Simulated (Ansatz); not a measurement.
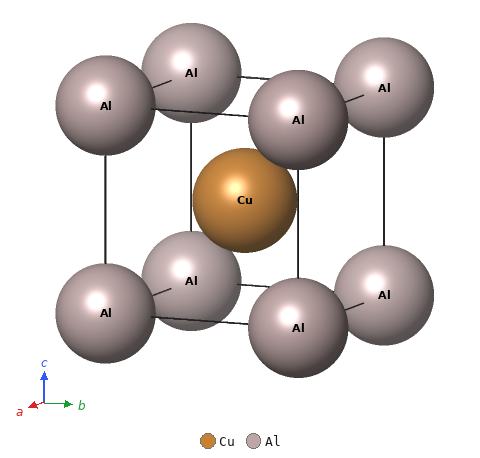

AlCu, caesium chloride (CsCl, B2) type, space group Pm-3m (No. 221), a = 2.998 Å, b = 2.998 Å, c = 2.998 Å, α = 90.00°, β = 90.00°, γ = 90.00°. The crystal in a spheres-only representation, seen slightly off an axis. Lines trace the edges of the conventional unit cell. This one geometry was run with four functionals. The cell is a structure listed in the Materials Project. It needn't be the stable form of this composition.

Alike in all runs: Ansatz 0.2.0; potentials Ansatz PAW; cutoff 420 eV; k mesh 5 × 5 × 5 on the run's cell of 2 atoms; occupations fermi-dirac, width 0.05 eV; no spin polarisation; no spin-orbit coupling. All runs are metallic.

| level | pressure (GPa) |
| --- | --- |
| PBE0 | 2.7 |
| HSE06 | 2.6 |
| PBEsol | ? |
| LDA | -5.1 |

> Fill in the row of PBEsol.

Pressure -1.4 GPa. That is between LDA and HSE06 in pressure.

> Order the levels by the equilibrium volume that these pressures point to, smallest first.

LDA (-5.1 GPa), PBEsol (-1.4 GPa), HSE06 (2.6 GPa), PBE0 (2.7 GPa). A higher pressure at one volume points to a larger equilibrium volume, as long as the bulk moduli are alike; rows a few tenths of a GPa apart can't be told apart.

Notes on single rows: PBE0 and HSE06: the k mesh is coarse (spacing up to 0.42 Å⁻¹), so the values aren't converged, least of all with exact exchange; PBE0, HSE06, PBEsol and LDA: the k mesh is coarse (spacing up to 0.42 Å⁻¹), so the values aren't converged.

Caveat: rows whose functional differs from that of their potentials carry a shift in pressure and volume, which can reorder them.
